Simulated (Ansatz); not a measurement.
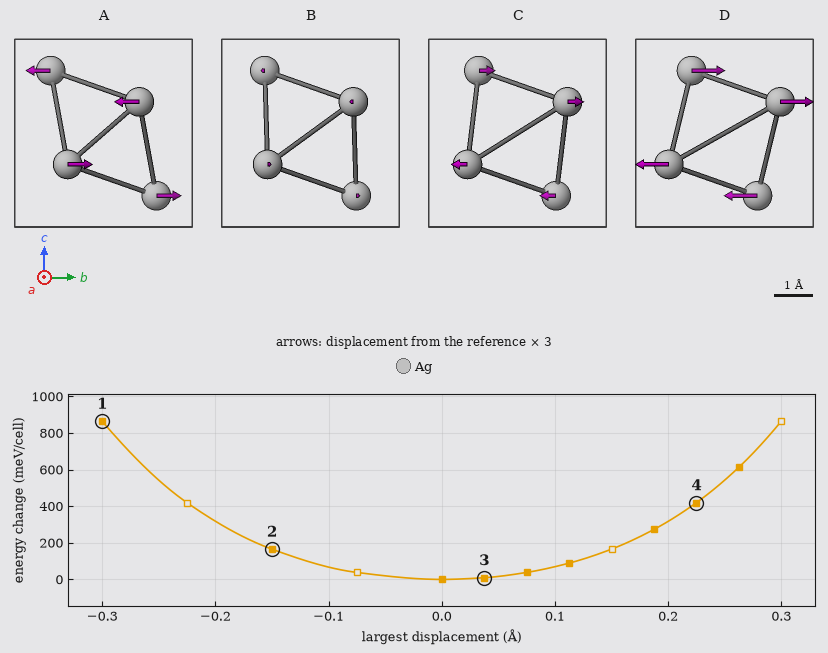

Energy scan for a crystal of Ag (P6_3/mmc), in which a normal mode of wave vector (0, 1/2, 0) of the primitive cell, folded into a doubled cell, is frozen in with the cell fixed, the amplitude being the largest displacement of an atom. The frames are shuffled; the numbered points of the plot belong to them. Hollow markers are points alike by symmetry, not computed again. A ball-and-stick model of the cell of the calculation, repeated 2 × 1 × 1 with one cell outlined, seen along the a axis. Purple arrows: displacements from the reference.

Computed with DFT PBEsol, scalar-relativistic, plane waves, PAW (Ansatz). (plane-wave cutoff 420 eV; k-point mesh 20 × 14 × 12; occupations gaussian; smearing width 0.15 eV; no spin polarisation). Energies (free energies at the smearing named) are counted from the relaxed crystal.

**Match the frames to the points.**

Point 1 is frame D (the amplitude −0.30 Å, 865 meV/cell); 2 is frame C (the amplitude −0.15 Å, 166 meV/cell); 3 is frame B (the amplitude 0.0375 Å, 9 meV/cell); 4 is frame A (the amplitude 0.225 Å, 419 meV/cell). The harmonic wavenumber of the mode is 91 cm⁻¹, a stable vibration. The lowest computed point lies at the amplitude 0.00 Å (0 meV/cell). At the ends of the scan the energy is 865 meV/cell (−0.30 Å) and 865 meV/cell (0.30 Å). The well is symmetric. At the highest point the shortest interatomic distance is 2.40 Å, against 2.87 Å in the reference. The distortion takes the space group from P6_3/mmc to Pnnm.
